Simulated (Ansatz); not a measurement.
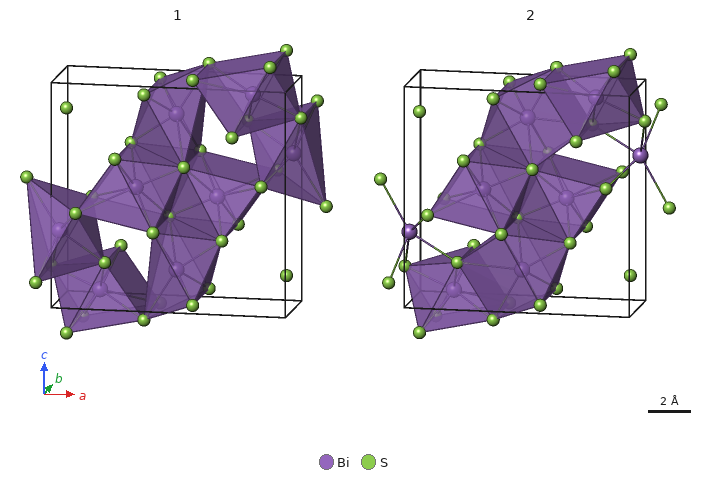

Two geometries of a crystal of Bi₂S₃ (built on the database structure type), drawn at one scale. One is the start of a relaxation, the other its converged end. Style: polyhedral. Shown: the cell of the calculation, slightly off an axis.

Theory: DFT, PBE-D3(BJ), plane waves, PAW in Ansatz. (plane-wave cutoff 420 eV; k-point mesh 2 × 6 × 2; occupations fermi dirac; smearing width 0.02 eV; no spin polarisation; cell and atoms relaxed; force threshold 0.005 eV/Å)

Question: Which geometry has the lower energy?

Answer: Structure 2 is the relaxed one. The largest moves relative to the cell, 0.13 Å, are those of Bi atoms. By element the largest moves are Bi 0.13 Å, S 0.10 Å. The drawn cell changes as follows: a 11.594 → 11.147 Å (−3.9 %), b 3.998 → 3.978 Å (−0.5 %), c 11.161 → 10.961 Å (−1.8 %); the volume changes by −6.0 %. Among the contacts that change: Bi–S 3.564 → 3.212 Å, Bi–S 3.407 → 3.229 Å, Bi–S 3.033 → 2.923 Å, Bi–S 3.072 → 2.988 Å. Bond angles that change, for instance: S–Bi–S 156.1° → 150.2°, S–Bi–S 84.2° → 80.3°, S–Bi–S 118.4° → 121.5°. The space group stays Pnma (No. 62). The energy falls by 11.3 meV per atom in 6 accepted moves (8 points after the start). Largest force component: 0.14 eV/Å at the start, 0.0034 eV/Å at the end. Pressure: −1.04 GPa at the start and 0.00 GPa at the end. The line search rejected the trial step at point 1 of the run. The SCF was repeated once at an unchanged geometry on a basis and grid sized afresh for the cell, which shifted the energy by 0.2 meV per atom at most.
